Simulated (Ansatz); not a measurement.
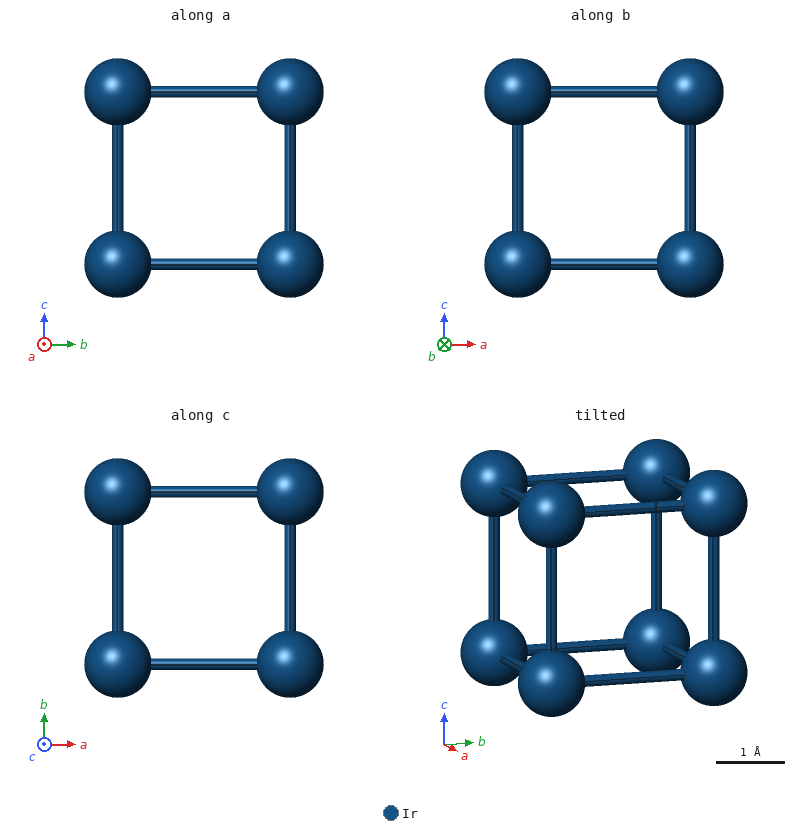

A ball-and-stick rendering, viewed along the a axis, along the b axis, along the c axis and slightly off an axis. One conventional unit cell is framed, with atoms on its boundary repeated.

Lattice parameters: a = 2.5514 Å, b = 2.5514 Å, c = 2.5514 Å, α = 90.000°, β = 90.000°, γ = 90.000°.

Q: Put the structure into a CIF in P1 with every atom of the cell.

A:
```cif
data_structure
_symmetry_space_group_name_H-M 'P 1'
_symmetry_Int_Tables_number 1
_cell_length_a 2.5514
_cell_length_b 2.5514
_cell_length_c 2.5514
_cell_angle_alpha 90.000
_cell_angle_beta 90.000
_cell_angle_gamma 90.000
_cell_volume 16.61
loop_
_atom_site_label
_atom_site_type_symbol
_atom_site_fract_x
_atom_site_fract_y
_atom_site_fract_z
_atom_site_occupancy
Ir1 Ir 0.0000 0.0000 0.0000 1
```

The initial geometry was a structure type filled with this element by a generator (whether the element takes this form wasn't checked). This is the structure after a relaxation with Ansatz, DFT r2SCAN, scalar-relativistic, plane waves, PAW.
